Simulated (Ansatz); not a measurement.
System: Si2W (slab).

Input file:

```
crystal:
  lattice:
    - [3.2289953186, 0.0, 0.0]
    - [0.0, 3.2289953186, 0.0]
    - [0.0, 0.0, 25.4695776594]
  atoms:
    - { symbol: Si, position: [0.0, 0.0, 0.2944689582] }
    - { symbol: W, position: [0.5, 0.5, 0.3455642206] }
    - { symbol: Si, position: [0.0, 0.0, 0.396659483] }
    - { symbol: Si, position: [0.5, 0.5, 0.4489047376] }
    - { symbol: W, position: [0.0, 0.0, 0.5] }
    - { symbol: Si, position: [0.5, 0.5, 0.5510952624] }
    - { symbol: Si, position: [0.0, 0.0, 0.603340517] }
    - { symbol: W, position: [0.5, 0.5, 0.6544357794] }
    - { symbol: Si, position: [0.0, 0.0, 0.7055310418] }
basis:
  ecutwfc: 420
kpoints:
  mp_grid: { grid: [11, 11, 1] }
hamiltonian:
  xc: pbe
scf:
  occupations: { method: gaussian, width: 0.1 }
output:
  forces: true
  eigenvalues: true
  write_density: true
  write_potential: true
  elf: true
  volumetric_format: npy
efield:
  axis: 3
  dipole_correction: true
  ramp_width: 0.04
```

Launched as:

```sh
ansatz run input.yaml --threads 2 --pin off --max-ram 5120MiB --backend cpu --events-out ev --progress --plain --runs-dir out
```

Not relaxed (largest force 0.4 eV/Å).

The calculation used DFT PBE, scalar-relativistic, plane waves, PAW in Ansatz 0.2.0.

Q: What can the converged valence pseudo-density and electron localisation function tell about the bonding?

A: Si–W (2.63 Å): ρ is about 0.42 e/Å³ halfway; the ELF peaks at about 0.80 in the valence shell of Si, 0.9 Å from its nucleus, and is about 0.45 at the midpoint.

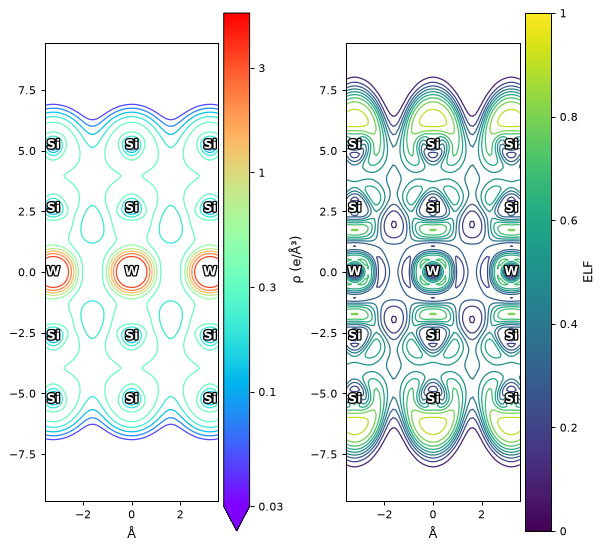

Computed valence pseudo-density and electron localisation function on the (010) plane of the calculation cell, a cut from vacuum to vacuum, in this order. 

Core electrons are frozen (PAW), and the valence fields are smoothed inside the atomic spheres.
